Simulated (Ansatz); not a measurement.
BN (space group P6_3mc, No. 186). Coordinates: coordinates from a relaxation with DFT PBEsol, scalar-relativistic, plane waves, PAW in Ansatz 0.2.0.

```
B N
1.0
     2.54101    0.00000    0.00000
    -1.27051    2.20058    0.00000
     0.00000    0.00000    4.20330
B N
2 2
Direct
  0.66667 0.33333 0.99973
  0.33333 0.66667 0.49973
  0.66667 0.33333 0.62527
  0.33333 0.66667 0.12527
```

Describe the stacking along c, with columns A (0, 0), B (1/3, 2/3), C (2/3, 1/3) of the hexagonal mesh.

B(C) – N(B) – B(B) – N(C) (four layers in 4.20 Å).

N layers alone: BC, the hexagonal close-packed type.

B: two tetrahedral sites in each hexagonal cell.

Polytype symbol 2H, the symbol of a tetrahedral polytype (number of double layers in the repeat and lattice).

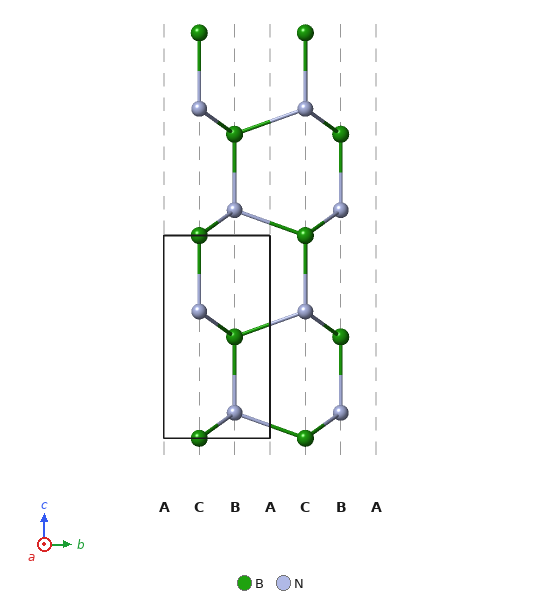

The picture looks along a close-packed row of the hexagonal mesh; c points upwards. The dashed lines mark the three columns A (0, 0), B (1/3, 2/3) and C (2/3, 1/3). The sequence starts with the first layer at or above the cell's origin.
